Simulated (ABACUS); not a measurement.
## Mg: 7 runs along one coordinate

System: Mg (Im-3m, 1 atom in the cell).
Method: Kohn-Sham DFT of a periodic cell, PBE, PseudoDojo NC SR 0.4.1 PBE standard, no spin polarisation (ABACUS 3.10.1).

The 7 runs differ only in the geometry, by an even scaling of the cell at fixed fractional positions. The structure derives from a Materials Project entry.

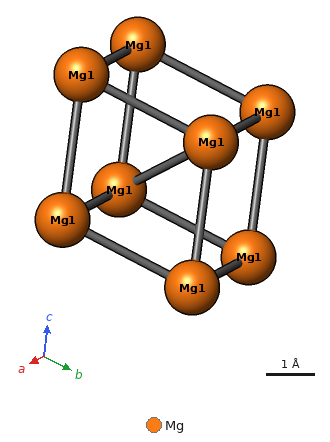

Figure 1. The structure of run 4 (ball-and-stick view of the cell of the calculation, seen slightly off an axis; atoms are numbered from 1 in the order of the input).

**Input file of run 4**
```
INPUT_PARAMETERS
suffix              Mg
calculation         scf
basis_type          lcao
pseudo_dir          ./
orbital_dir         ./
symmetry            1
dft_functional      pbe
ecutwfc             100
pseudo_rcut         10
nspin               1
nbands              9
ks_solver           genelpa
smearing_method     fd
smearing_sigma      0.00367493
scf_thr             1e-07
scf_nmax            100
mixing_type         broyden
mixing_beta         0.7
cal_force           1
cal_stress          1
out_mul             1
```

**File STRU of run 4**
```
ATOMIC_SPECIES
Mg 24.3050 Mg.upf

NUMERICAL_ORBITAL
Mg_confined-atom_8au_3s2p1d.orb

LATTICE_CONSTANT
1.8897261246

LATTICE_VECTORS
-1.7727644967 1.7727644967 1.7727644967
1.7727644967 -1.7727644967 1.7727644967
1.7727644967 1.7727644967 -1.7727644967

ATOMIC_POSITIONS
Direct

Mg
0.0
1
0.0000000000 0.0000000000 0.0000000000 1 1 1
```

**File KPT of run 4**
```
K_POINTS
0
Gamma
11 11 11 0 0 0
```

Command:
```bash
OMP_NUM_THREADS=1 mpirun -np 4 abacus > log
```

Lattice vectors (Å) and fractional positions of run 4:
```
  -1.772764    1.772764    1.772764
   1.772764   -1.772764    1.772764
   1.772764    1.772764   -1.772764
Mg  0.000000  0.000000  0.000000
```

Run 5 differs from it as follows:
```diff
--1.7727644967 1.7727644967 1.7727644967
-1.7727644967 -1.7727644967 1.7727644967
-1.7727644967 1.7727644967 -1.7727644967
+-1.7845050011 1.7845050011 1.7845050011
+1.7845050011 -1.7845050011 1.7845050011
+1.7845050011 1.7845050011 -1.7845050011
```

**Results, with one run withheld**

```tsv
run	volume per atom (Å³)	free energy per atom, from the lowest run given (meV)	pressure (GPa)
1	20.948	21.90	3.96
2	21.394	12.40	2.89
3	21.839	5.61	1.93
4	22.285	1.55	1.05
5	22.731	?	?
6	23.176	0.00	−0.46
7	23.622	2.27	−1.12
```

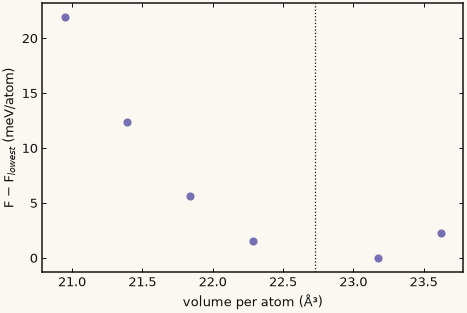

Figure 2. Free energy per atom of the runs given; the dotted line marks run 5.

What should run 5 give?

A cubic polynomial in V^(−2/3) (the Birch–Murnaghan form), fitted to the 6 runs given, misses them by at most 0.05 meV per atom. With x = V^(−2/3) − 0.12668 Å⁻², it reads F = 2.2807 + 2066.5 x + 3.9388e+05 x² − 3.6783e+05 x³ (meV per atom). At run 5 it gives −0.30 meV per atom, and the run itself gives −0.21. The slope of the fit gives a pressure −dF/dV of 0.26 GPa there, and the run prints 0.26 GPa. The fit has its minimum at 22.883 Å³ per atom, where V d²F/dV² gives 38 GPa: the bulk modulus at this level, since symmetry fixes the shape and the positions.

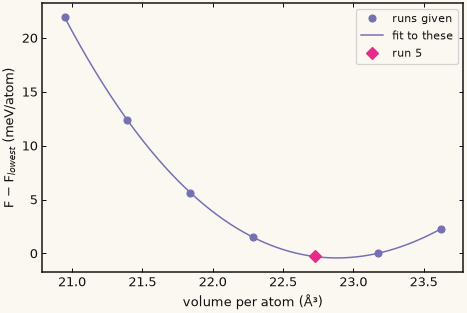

Figure 3. The fit and the withheld run.

**Some lines of the output (run 5)**
```
[...]
                          Volume (Bohr^3) = 153.395
                             Volume (A^3) = 22.7307
 E_Fermi        0.4311599397         5.8662319289
 E_Fermi        0.4284608553         5.8295090016
 E_Fermi        0.4272171083         5.8125869557
 E_Fermi        0.4271797385         5.8120785135
 E_Fermi        0.4271728383         5.8119846319
 E_Fermi        0.4271732793         5.8119906320
 E_KS(sigma->0) -118.7832381511      -1616.1288657466
 E_Fermi        0.4271732330         5.8119900017
 final etot is -1616.1304598 eV
 EFERMI = 5.8119900017 eV
 TOTAL-PRESSURE: 2.564450 KBAR
 !FINAL_ETOT_IS -1616.1304598307033302 eV
```

Notes: Points of doubt noted for this run: home made orbitals.
